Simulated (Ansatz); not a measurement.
**Band-structure calculation, with input and output: KBr (part 2 of 2)**

The same run, continued: KBr (2 atoms in the cell); DFT, HSE06, plane waves, PAW, no spin polarisation (Ansatz 0.2.0); cutoff 420 eV, 4×4×4 k-mesh, fixed occupations. The structure was built on a prototype by a generator. The geometry comes from this level: r2SCAN (a point of a series of strains). It belongs to a series of runs on one base structure; here: shear_111 strain +2.3%.

Geometry of the input (Å; fractional positions):
```
0.0575  3.7458  3.7458
3.7458  0.0575  3.7458
3.7458  3.7458  0.0575
K  0.0016  0.0016  0.0016
Br 0.2484  0.2484  0.2484
```

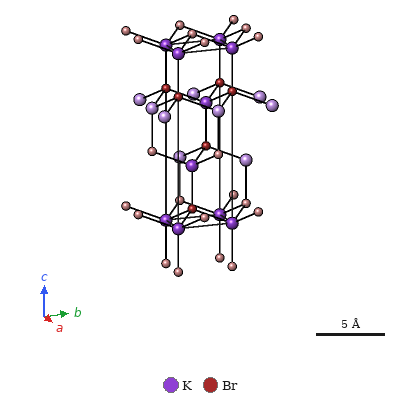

Fig. 1: The structure as given in the input (ball-and-stick view of the cell 3 times as large as that of the calculation, set on its symmetry axes, seen slightly off an axis; neighbours outside the cell are drawn fainter).

**Output, continued**
```
--- Per-component energies (eV) ---
  E_band       = -192.443054
  E_kinetic    = 387.707996
  E_local      = -1052.964719  (includes V_loc(G=0)·N_el)
  E_nonlocal   = 82.477436
  E_hartree    = 362.656284
  E_xc         = -316.713481
  E_vxc        = -214.382104  (∫ρ·V_xc dr)
  E_exx        = -37.341252  (= α·E_x^exact, valence–valence)
  E_paw        = -3077.315862  (= ΣΔE_a)
  E_vpaw       = -45.911227  (= ΣTr[D̂ρ^β])
  E_aug_tail   = -0.000003  (compensation charges beyond the density's cutoff)
  E_ewald      = -675.208069
  E_core_change = -0.504345  (= ΣΔE_core)
  E_smearing   = -0.000000  (= −TS)
  E_closure    = -0.000000  (closes the sum)
  Σ components = -4327.206016   (vs F -4327.206016, Δ=0.00e0)
--- Forces (eV/Å), atoms counted from 1 ---
  atom   1  K      0.00099254     0.00099254     0.00099254
  atom   2  Br    -0.00098354    -0.00098354    -0.00098354
  max |Σ_I F_I| component: 9.00e-6 eV/Å
--- Stress (GPa, compression-positive) ---
       -0.083887      -0.045754      -0.045754
       -0.045754      -0.083887      -0.045754
       -0.045754      -0.045754      -0.083887
  P = ⅓ Tr σ = -0.0839 GPa (-0.839 kbar)
--- Band table (eV; the first three rows and the last of 13) ---
  k-point 0: bands = ["-32.0748", "-14.9187", "-14.2176", "-14.2176", "-14.2146", "-2.1006", "-2.0675", "-2.0675", "3.2778", "7.9537", "7.9537", "8.7981"]
  k-point 1: bands = ["-32.0742", "-15.0198", "-14.2211", "-14.2185", "-14.1024", "-2.2832", "-2.0891", "-2.0673", "4.1585", "7.4402", "7.5544", "7.6950"]
  k-point 2: bands = ["-32.0735", "-15.0993", "-14.2245", "-14.2217", "-14.0099", "-2.4522", "-2.0822", "-2.0678", "5.5592", "6.0147", "7.2884", "7.4951"]
  k-point 12: bands = ["-32.0736", "-15.1095", "-14.2236", "-14.2236", "-13.9948", "-2.4666", "-2.0527", "-2.0527", "5.5314", "5.9427", "7.4293", "7.4293"]
```

**File bands.tsv**
```
# k_distance	band_0	band_1	band_2	band_3	band_4	band_5	band_6	band_7	band_8	band_9	band_10	band_11
# fermi_ev = -2.052687
# lock_threshold_ev = 1e-6
# [0, 0, 0] at k_distance = 0.000000
# [-0.5, -0.5, 0] at k_distance = 0.845331
# [-0.375, -0.375, 0.25] at k_distance = 1.141905
# [-0.375, 0, 0.375] at k_distance = 1.660881
# [0, 0, 0.5] at k_distance = 2.179856
# [-0.5, -0.25, 0.25] at k_distance = 2.773005
# [-0.225, 0, 0.225] at k_distance = 3.240498
# levels_relative_to = fermi_ev
# free_energy_ev = -4327.206016
# largest_residual_norms_ev = 9.237e-5 2.290e-4 4.212e-4 4.257e-4 4.144e-4 1.103e-3 1.068e-3 8.062e-4 2.944e-3 1.747e-3 9.131e-4 2.282e-3
0.000000	-30.022161	-12.866018	-12.164900	-12.164900	-12.161898	-0.047926	-0.014786	-0.014786	5.330441	10.006339	10.006339	10.850822
0.845331	-30.020363	-13.093536	-12.180177	-12.179092	-11.885972	-0.442296	-0.051919	-0.027434	7.136320	8.320528	10.083555	10.800063
1.141905	-30.020420	-13.090002	-12.184563	-12.177361	-11.887010	-0.341807	-0.162091	-0.018565	7.395466	8.306480	9.678265	10.068894
1.660881	-30.020378	-13.087559	-12.186214	-12.175945	-11.890177	-0.338954	-0.151307	-0.040236	7.418004	8.318984	9.716784	9.989940
2.179856	-30.020773	-13.046617	-12.171852	-12.169014	-11.957176	-0.399490	-0.029535	-0.015105	7.611844	8.067364	9.341064	9.547772
2.773005	-30.020359	-13.092028	-12.185205	-12.179571	-11.882276	-0.275389	-0.215987	-0.046106	7.422106	8.341961	9.893388	9.990739
3.240498	-30.020926	-13.028540	-12.179238	-12.168326	-11.969926	-0.286178	-0.106917	-0.023542	6.990537	8.851676	9.260286	9.487059
```

**File rho_z.tsv**
```
# z_ang	rho[e/angstrom^3]
# format = ansatz-planar-average/11
# lattice	0.057537469	3.745836760	3.745836760
# lattice	3.745836760	0.057537469	3.745836760
# lattice	3.745836760	3.745836760	0.057537469
# sites	2
# site	19	0.012032401	0.012032401	0.012032401
# site	35	1.875270347	1.875270347	1.875270347
0.000000	3.430234e-1
0.147159	3.548948e-1
0.294318	3.557619e-1
0.441477	3.443346e-1
0.588636	3.212603e-1
0.735795	2.905700e-1
0.882954	2.584159e-1
1.030113	2.304607e-1
1.177272	2.097209e-1
1.324431	1.960996e-1
1.471590	1.875631e-1
1.618749	1.812555e-1
1.765909	1.736092e-1
1.913068	1.610112e-1
2.060227	1.418554e-1
2.207386	1.178879e-1
2.354545	9.301193e-2
2.501704	7.074227e-2
2.648863	5.272500e-2
2.796022	3.898149e-2
2.943181	2.882606e-2
3.090340	2.151594e-2
3.237499	1.647339e-2
3.384658	1.332334e-2
3.531817	1.192195e-2
3.678976	1.242962e-2
3.826135	1.544378e-2
3.973294	2.218837e-2
4.120453	3.475077e-2
4.267612	5.598195e-2
4.414771	8.851289e-2
4.561930	1.328858e-1
4.709089	1.856512e-1
4.856248	2.393728e-1
5.003408	2.858644e-1
5.150567	3.204555e-1
```

**File v_z.tsv**
```
# z_ang	v_es[eV]	v_tot[eV]
# format = ansatz-planar-average/11
# xc	hse06
# density_cutoff_ev	1680
# datasets	K=:simpson_from_first_knot:soft:fock:shift=0	Br=:simpson_from_first_knot:soft:fock:shift=0
# lattice	0.057537469	3.745836760	3.745836760
# lattice	3.745836760	0.057537469	3.745836760
# lattice	3.745836760	3.745836760	0.057537469
# sites	2
# site	19	0.012032401	0.012032401	0.012032401
# site	35	1.875270347	1.875270347	1.875270347
0.000000	-8.777953e-1	-7.368814e0
0.147159	-1.032204e0	-7.750013e0
0.294318	-1.232367e0	-8.096346e0
0.441477	-1.580732e0	-8.529229e0
0.588636	-2.015093e0	-8.995167e0
0.735795	-2.392987e0	-9.390425e0
0.882954	-2.624232e0	-9.642721e0
1.030113	-2.704546e0	-9.703435e0
1.177272	-2.652006e0	-9.584297e0
1.324431	-2.441868e0	-9.232273e0
1.471590	-2.016277e0	-8.578324e0
1.618749	-1.343894e0	-7.601604e0
1.765909	-4.251871e-1	-6.319538e0
1.913068	7.040063e-1	-4.836602e0
2.060227	1.937344e0	-3.272316e0
2.207386	3.086182e0	-1.819592e0
2.354545	3.950435e0	-6.628637e-1
2.501704	4.454699e0	1.523716e-1
2.648863	4.704154e0	6.838923e-1
2.796022	4.833654e0	1.093557e0
2.943181	4.874714e0	1.407251e0
3.090340	4.840968e0	1.615633e0
3.237499	4.752226e0	1.773712e0
3.384658	4.620978e0	1.788275e0
3.531817	4.455547e0	1.737147e0
3.678976	4.259327e0	1.683988e0
3.826135	4.030932e0	1.348137e0
3.973294	3.762336e0	7.537680e-1
4.120453	3.425387e0	6.943872e-2
4.267612	2.965570e0	-7.987527e-1
4.414771	2.361339e0	-1.830433e0
4.561930	1.657550e0	-2.960039e0
4.709089	9.410941e-1	-4.115277e0
4.856248	2.943465e-1	-5.174239e0
5.003408	-2.315373e-1	-6.096155e0
5.150567	-6.232096e-1	-6.832562e0
```

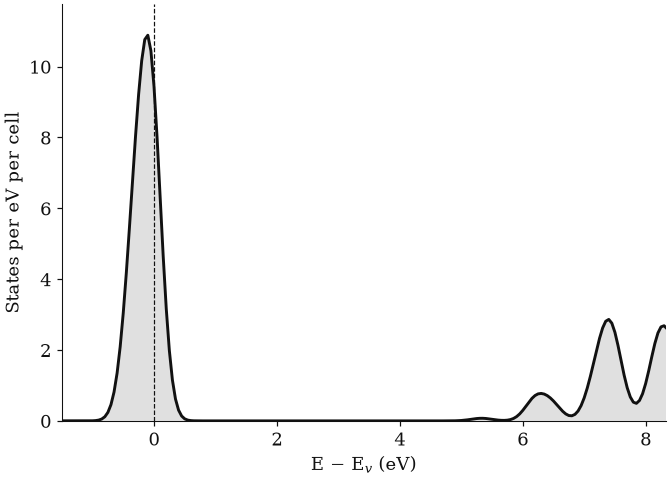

Fig. 2: Density of states (the curve is built from the levels of the k mesh with Gaussians 0.4 eV wide, which also blur the band edges), with energies from the valence-band top. There is a gap of 5.33 eV on the k-point mesh. Small ripples come from the finite k-point mesh.

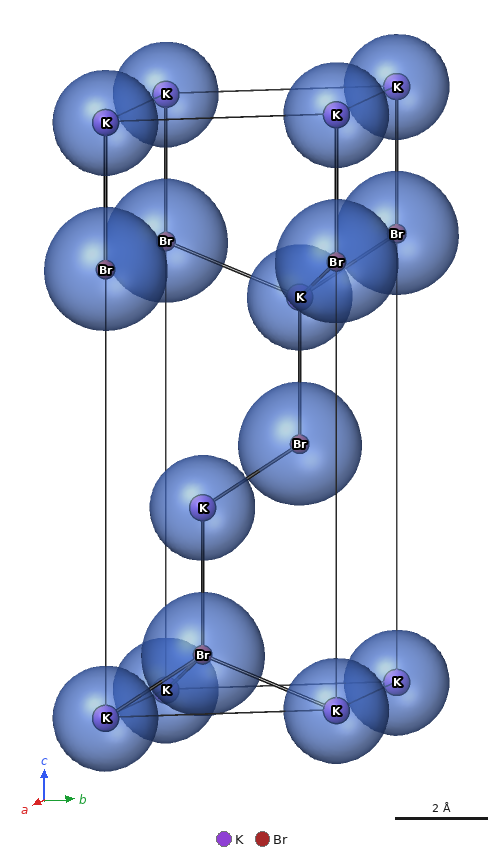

Fig. 3: Isosurface of the valence charge density (pseudo) at 0.2 e/Å³ (blue), seen slightly off an axis. Sticks mark near contacts. The outline is the cell set on symmetry axes. At this value the density breaks into separate islands; it holds about 80 % of the electrons treated as valence (semicore included). It is pinched off along the K–Br (3.22 Å) contacts. On the grid the lowest density along these lines, outside the cores, is 0.09 e/Å³ (K–Br, 3.22 Å). Core electrons are frozen (PAW), so the fields are smoothed inside the atomic spheres.

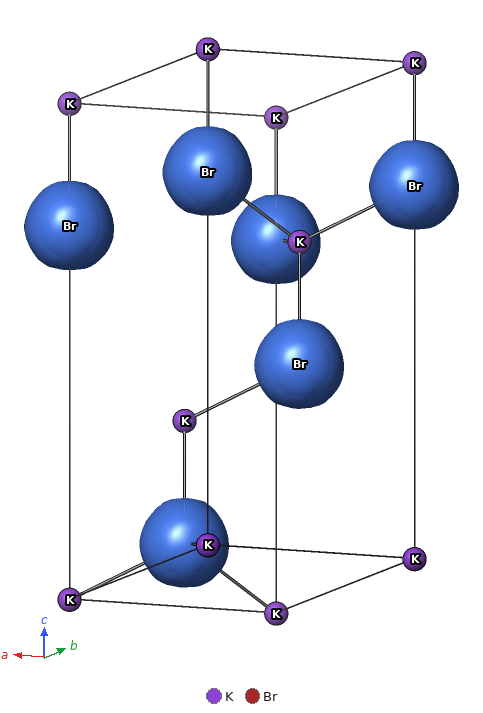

Fig. 4: Isosurface of the electron localisation function at 0.85 (blue), seen at an oblique angle. Core shells and regions of very low density are left out. Sticks mark near contacts. The outline is the cell set on symmetry axes.

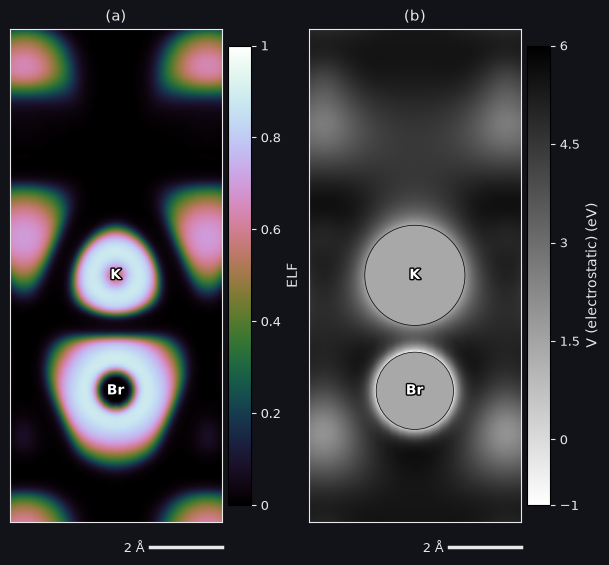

Fig. 5: (a) electron localisation function; (b) electrostatic potential energy of an electron on the (100) plane of the conventional cell. Grey discs, where drawn, cover atomic cores. The section cuts through K and Br sites. The strong features right at K lie inside the PAW spheres (semicore, d or f shells) and say nothing about bonding. Outside the cores the potential energy rises away from the atoms and is highest about 1.9 Å from the nearest atoms; outside the discs it spans about 6 eV, and its zero is arbitrary.

**Summary**

```csv
quantity,value
outcome,converged
space group (tolerance 0.01 Å),R3m (160)
electrons treated,16
free energy,−4327.2060 eV
Fermi energy,−2.053 eV
gap on the k-point mesh,5.33 eV
pressure,−0.08 GPa
largest force (length of the vector),0.002 eV/Å
wall time,28 s (CPU time 95 s)
peak memory,1.3 GiB
```

Warnings of the run: the exchange loop's threshold is looser than advised for the stress; the SCF threshold is looser than advised for the printed stress; the exchange-correlation potential is rough where the density is thin.
